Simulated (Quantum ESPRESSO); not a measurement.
## MgO (Periclase): phonon frequency against volume, with a fit

By how much does an optical zone-centre mode of MgO (Periclase) shift under hydrostatic pressure?

Calculated with Quantum ESPRESSO 7.5; DFT LDA, scalar-relativistic, plane waves, PseudoDojo norm-conserving pseudopotentials.

The database entry behind the starting cell differs from later determinations by our own check (about 0.1 % long), so it need not match the best structure at ambient conditions.

## (1) The relaxed structure

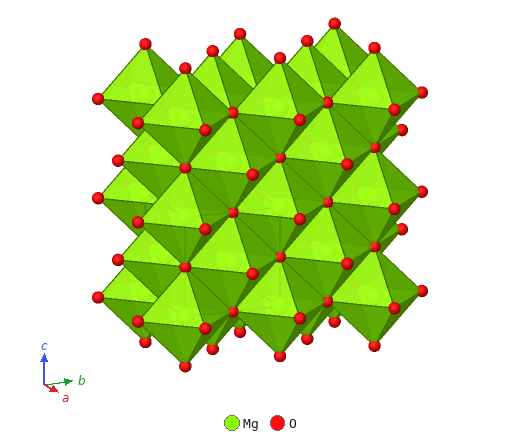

The starting structure, seen slightly off an axis (magnesium green, oxygen red). 1×2×2 cells are drawn. This picture shows the conventional cell, with its axes. Some periodic images of atoms are drawn too.

Coordinates:

```cif
data_structure
_symmetry_space_group_name_H-M 'Fm-3m'
_symmetry_Int_Tables_number 225
_cell_length_a 4.1603
_cell_length_b 4.1603
_cell_length_c 4.1603
_cell_angle_alpha 90.000
_cell_angle_beta 90.000
_cell_angle_gamma 90.000
_cell_volume 72.01
loop_
_atom_site_label
_atom_site_type_symbol
_atom_site_symmetry_multiplicity
_atom_site_Wyckoff_symbol
_atom_site_fract_x
_atom_site_fract_y
_atom_site_fract_z
_atom_site_occupancy
Mg1 Mg 4 a 0.00000 0.00000 0.00000 1
O1 O 4 b 0.00000 0.50000 0.00000 1
```

This is the cell after its relaxation at this level of theory, not the database cell from which that began.

## (2) Runs at several volumes

The relaxed cell is scaled uniformly; in this structure symmetry fixes all atoms, so nothing has to be relaxed anew. Each volume gets a ground state and a response at Γ. The mode followed is the highest one without the macroscopic field, of symmetry T1u; longitudinal polar modes lie higher. Cutoff 92 Ry, k mesh 12×12×12.

From the response at V/V₀ = 0.94:

The program printed:

```text
[banners, grids, parts of the stress and lines that vanish by symmetry left out]
Program PHONON v.7.5
     Reading xml data from directory:

[...]
Exchange-correlation= PW
                           (   1   4   0   0   0   0   0)
[...]
kinetic-energy cut-off    =      92.0000  Ry
     charge density cut-off    =     368.0000  Ry
     convergence threshold     =      1.0E-18
[...]
Exchange-correlation= PW
                           (   1   4   0   0   0   0   0)
[...]
q = (   0.0000000   0.0000000   0.0000000 )
     49 Sym.Ops. (with q -> -q+G )
     G cutoff =  552.8711  (  13635 G-vectors)     FFT grid: ( 36, 36, 36)
     number of k points=    72
[...]
Mode symmetry, O_h (m-3m)  point group:
[...]
Dielectric constant
[...]
End of electric fields calculation
          Dielectric constant in cartesian axis
          (       3.111179954       0.000000000       0.000000000 )
          (       0.000000000       3.111179954      -0.000000000 )
          (       0.000000000       0.000000000       3.111179954 )
          Effective charges (d Force / dE) in cartesian axis without acoustic sum rule applied (asr)
           atom    1  Mg    Mean Z*:        1.94661
      Ex  (        1.94661        0.00000        0.00000 )
      Ey  (        0.00000        1.94661       -0.00000 )
      Ez  (        0.00000       -0.00000        1.94661 )
           atom    2  O     Mean Z*:       -1.94637
      Ex  (       -1.94637        0.00000        0.00000 )
      Ey  (        0.00000       -1.94637        0.00000 )
      Ez  (        0.00000        0.00000       -1.94637 )
          Effective charges Sum: Mean:        0.00024
[...]
Effective charges (d Force / dE) in cartesian axis with asr applied:
           atom    1  Mg    Mean Z*:        1.94649
[...]
atom    2  O     Mean Z*:       -1.94649
[...]
Representation #   1 modes #   1   2   3
[...]
End of self-consistent calculation
     Convergence has been achieved
     Representation #   2 modes #   4   5   6
[...]
End of self-consistent calculation
     Convergence has been achieved
[...]
Dielectric constant in cartesian axis
          (       3.111179954       0.000000000       0.000000000 )
          (       0.000000000       3.111179954      -0.000000000 )
          (       0.000000000       0.000000000       3.111179954 )
          Effective charges (d Force / dE) in cartesian axis without acoustic sum rule applied (asr)
           atom    1  Mg    Mean Z*:        1.94661
      Ex  (        1.94661        0.00000        0.00000 )
      Ey  (        0.00000        1.94661       -0.00000 )
      Ez  (        0.00000       -0.00000        1.94661 )
           atom    2  O     Mean Z*:       -1.94637
      Ex  (       -1.94637        0.00000        0.00000 )
      Ey  (        0.00000       -1.94637        0.00000 )
      Ez  (        0.00000        0.00000       -1.94637 )
          Effective charges Sum: Mean:        0.00024
[...]
Effective charges (d Force / dE) in cartesian axis with asr applied:
           atom    1  Mg    Mean Z*:        1.94649
[...]
atom    2  O     Mean Z*:       -1.94649
[...]
q = (    0.000000000   0.000000000   0.000000000 )
[...]
freq (    1) =       0.087600 [THz] =       2.922026 [cm-1]
     freq (    2) =       0.087600 [THz] =       2.922026 [cm-1]
     freq (    3) =       0.087600 [THz] =       2.922026 [cm-1]
     freq (    4) =      14.062118 [THz] =     469.061752 [cm-1]
     freq (    5) =      14.062118 [THz] =     469.061752 [cm-1]
     freq (    6) =      14.062118 [THz] =     469.061752 [cm-1]
[...]
Mode symmetry, O_h (m-3m)  point group:
     freq (   1-   3) =          2.9  [cm-1]   --> T_1u G_15  G_4- I
     freq (   4-   6) =        469.1  [cm-1]   --> T_1u G_15  G_4- I

   JOB DONE.
```

One volume, V/V₀ = 0.97, is held back as a test.

| V/V₀ | volume (Å³/atom) | pressure (GPa) | ω (cm⁻¹) |
| --- | --- | --- | --- |
| 0.94 | 8.461 | 12.10 | 469.06 |
| 0.97 | 8.731 | 5.58 | held back |
| 1 | 9.001 | -0.01 | 409.08 |
| 1.03 | 9.271 | -4.80 | 380.91 |
| 1.06 | 9.541 | -8.91 | 353.72 |

## (3) The fit

The mode Grüneisen parameter is γ = −d ln ω / d ln V.

| ln(V/V₀) | ln ω |
| --- | --- |
| -0.0619 | 6.1507 |
| 0.0000 | 6.0139 |
| 0.0296 | 5.9426 |
| 0.0583 | 5.8685 |

A straight line through these points has the slope -2.337, so γ = 2.34; at V/V₀ = 0.97 it predicts ω = exp(6.0091 + 0.0712) = 437.15 cm⁻¹.

A parabola of pressure against ln V through V/V₀ = 0.97, 1 and 1.03 gives the bulk modulus B = −dP/d ln V = 173 GPa at V₀. With ω₀ from the fitted line the pressure coefficient follows as dω/dP = γ ω₀ / B = 2.34 × 407.1 / 173 = 5.51 cm⁻¹/GPa.

## (4) The run that was held back

The program printed:

```text
[banners, grids, parts of the stress and lines that vanish by symmetry left out]
[banner, memory and clock lines left out]
Program PHONON v.7.5

[...]
Exchange-correlation= PW
                           (   1   4   0   0   0   0   0)
[...]
kinetic-energy cut-off    =      92.0000  Ry
     charge density cut-off    =     368.0000  Ry
     convergence threshold     =      1.0E-18
[...]
Exchange-correlation= PW
                           (   1   4   0   0   0   0   0)
[...]
q = (   0.0000000   0.0000000   0.0000000 )
     49 Sym.Ops. (with q -> -q+G )
     G cutoff =  564.5726  (  14163 G-vectors)     FFT grid: ( 36, 36, 36)
     number of k points=    72
[...]
Mode symmetry, O_h (m-3m)  point group:
[...]
Dielectric constant
[...]
End of electric fields calculation
          Dielectric constant in cartesian axis
          (       3.140264891       0.000000000       0.000000000 )
          (       0.000000000       3.140264891      -0.000000000 )
          (       0.000000000      -0.000000000       3.140264891 )
          Effective charges (d Force / dE) in cartesian axis without acoustic sum rule applied (asr)
           atom    1  Mg    Mean Z*:        1.95929
      Ex  (        1.95929        0.00000       -0.00000 )
      Ey  (        0.00000        1.95929        0.00000 )
      Ez  (       -0.00000        0.00000        1.95929 )
           atom    2  O     Mean Z*:       -1.95904
      Ex  (       -1.95904       -0.00000       -0.00000 )
      Ey  (       -0.00000       -1.95904        0.00000 )
      Ez  (       -0.00000        0.00000       -1.95904 )
[...]
Representation #   1 modes #   1   2   3
[...]
End of self-consistent calculation
     Convergence has been achieved
     Representation #   2 modes #   4   5   6
[...]
End of self-consistent calculation
     Convergence has been achieved
[...]
Dielectric constant in cartesian axis
          (       3.140264891       0.000000000       0.000000000 )
          (       0.000000000       3.140264891      -0.000000000 )
          (       0.000000000      -0.000000000       3.140264891 )
          Effective charges (d Force / dE) in cartesian axis without acoustic sum rule applied (asr)
           atom    1  Mg    Mean Z*:        1.95929
      Ex  (        1.95929        0.00000       -0.00000 )
      Ey  (        0.00000        1.95929        0.00000 )
      Ez  (       -0.00000        0.00000        1.95929 )
           atom    2  O     Mean Z*:       -1.95904
      Ex  (       -1.95904       -0.00000       -0.00000 )
      Ey  (       -0.00000       -1.95904        0.00000 )
      Ez  (       -0.00000        0.00000       -1.95904 )
          Effective charges Sum: Mean:        0.00025
[...]
Effective charges (d Force / dE) in cartesian axis with asr applied:
           atom    1  Mg    Mean Z*:        1.95917
[...]
atom    2  O     Mean Z*:       -1.95917
[...]
q = (    0.000000000   0.000000000   0.000000000 )
[...]
freq (    1) =       0.082382 [THz] =       2.747955 [cm-1]
     freq (    2) =       0.082382 [THz] =       2.747955 [cm-1]
     freq (    3) =       0.082382 [THz] =       2.747955 [cm-1]
     freq (    4) =      13.143125 [THz] =     438.407461 [cm-1]
     freq (    5) =      13.143125 [THz] =     438.407461 [cm-1]
     freq (    6) =      13.143125 [THz] =     438.407461 [cm-1]
[...]
Mode symmetry, O_h (m-3m)  point group:
     freq (   1-   3) =          2.7  [cm-1]   --> T_1u G_15  G_4- I
     freq (   4-   6) =        438.4  [cm-1]   --> T_1u G_15  G_4- I
```

It gives 438.41 cm⁻¹ against the predicted 437.15 cm⁻¹, a miss of 1 cm⁻¹.

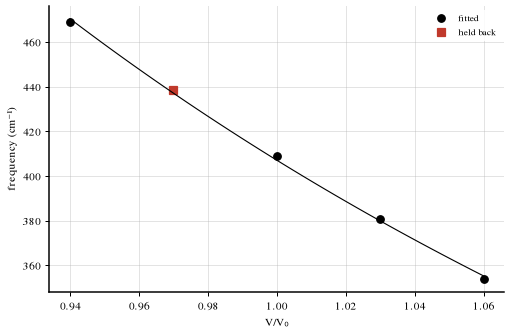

Frequency against volume, with the power-law fit.

## (5) Summary of results

| Property | Result |
| --- | --- |
| mode Grüneisen parameter | 2.337 |
| bulk modulus | 173 GPa |
| pressure coefficient | 5.51 cm⁻¹/GPa |

In words: The highest optical mode of MgO (Periclase) without the LO-TO term stiffens by 5.51 cm⁻¹ a GPa near the relaxed volume, with γ = 2.34. The power law meets all 5 runs within 0.49 %; between neighbouring volumes γ runs from 2.15 to 2.58. Such a coefficient turns a measured shift of this mode into a hydrostatic stress; uniaxial or biaxial stress splits the mode and needs deformation potentials. These are harmonic values at zero temperature for the structure held cubic, which a run at Γ can't show to be stable; the bulk modulus rests on three points.

[Host names and launcher messages were left out of these logs when they were recorded.]

[Logs are printed without paths, hosts, clocks, repeated set-up lines and the standing remarks that a program may print on its own settings, such as how far it seeks lower states.]

[Hosts, paths, dates, database ids (printed as entryN), source tags and the programs' standing remarks are cut or masked in the printed files.]
